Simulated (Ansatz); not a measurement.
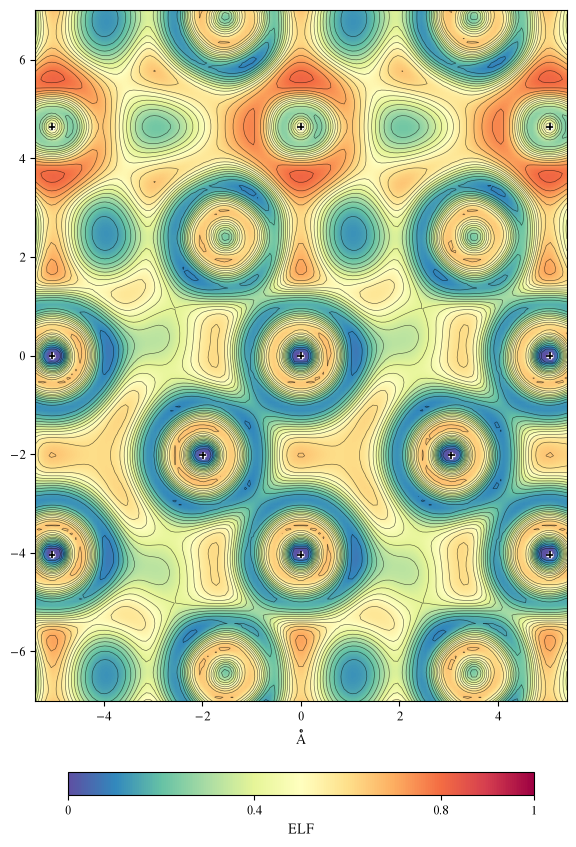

The electron localisation function on a plane through atoms (crosses mark nuclei in the plane).

These are results of DFT PBEsol, scalar-relativistic, plane waves, PAW in Ansatz, not measurements.

Candidates:
A. Au, a = 3.24 Å, b = 4.49 Å, c = 4.68 Å, α = 90.00°, β = 90.00°, γ = 90.00°. Space group Fmmm; a structure from a database of computed crystals, not necessarily the ambient phase; changed on purpose from its base cell (strain -0.0400 x Voigt [0, 0, 0, 0, 0, 1], atoms carried along); computed without spin polarisation.
B. Ti5Si, a = 5.05 Å, b = 5.05 Å, c = 13.32 Å, α = 90.00°, β = 90.00°, γ = 120.00°. Space group R32; a structure from a database of computed crystals, not necessarily the ambient phase; computed pressure about −4 GPa in this cell; computed without spin polarisation.
C. CoO, a = 3.01 Å, b = 3.01 Å, c = 7.32 Å, α = 90.00°, β = 90.00°, γ = 120.00°. Space group R-3m; a structure from a database of computed crystals, not necessarily the ambient phase; computed pressure about −9 GPa in this cell; the program warned that a starting moment wasn't kept; spin-polarised.

Q: Which candidate gave the map?

A: Candidate B: Ti5Si on the (100) plane of the conventional cell, which holds Ti and Si. Ti–Ti (2.83 Å): the ELF is about 0.20 at the midpoint: no localised pair shows between them.
